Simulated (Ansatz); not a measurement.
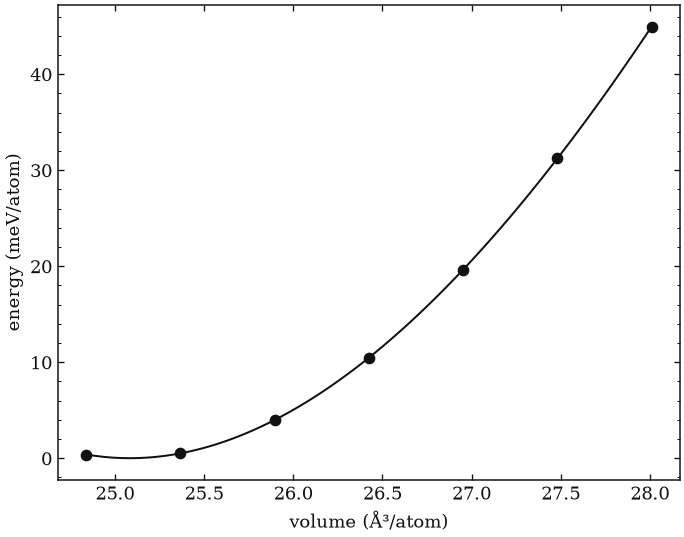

The picture above shows the energy against volume for EuS, space group Fm-3m (No. 225).

Structure:
```xyz
2
Lattice="0.0000 2.9785 2.9785 2.9785 0.0000 2.9785 2.9785 2.9785 0.0000" Properties=species:S:1:pos:R:3 pbc="T T T"
Eu    0.0000    0.0000    0.0000
S     2.9785    2.9785    2.9785
```

Calculation (Ansatz 0.2.0): all-electron LAPW DFT, collinear spins; energies at scaled volumes of the given cell, shape and fractions fixed, counted from the fit's minimum, third-order Birch-Murnaghan fit. Level: PBE, collinear spin.

- k mesh: 8×8×8
- occupations: Fermi–Dirac
- smearing width: 0.05 eV
- potentials: all electron LAPW, scalar relativistic
- program settings: basis error eV/atom 0.0005

This calculation gives: equilibrium volume 25.08 Å³/atom and bulk modulus 51.3 GPa.

Now S is replaced by O on all its sites, which gives EuO in the same structure. The second calculation uses k mesh 9×9×9. Predict the effect.

The equilibrium volume falls from 25.08 to 16.25 Å³/atom (−35 %) and the bulk modulus rises from 51.3 to 96.4 GPa (+88 %).

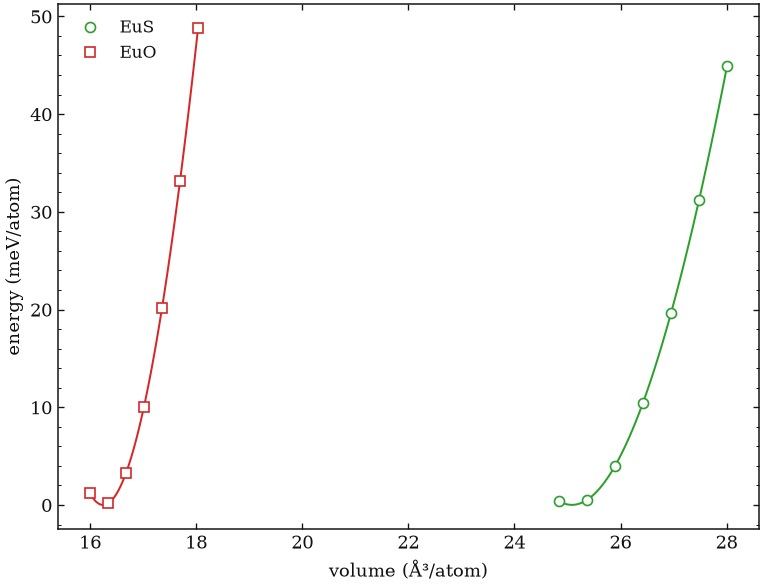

The two results together.

V0 and the bulk modulus come from third-order Birch–Murnaghan fits.
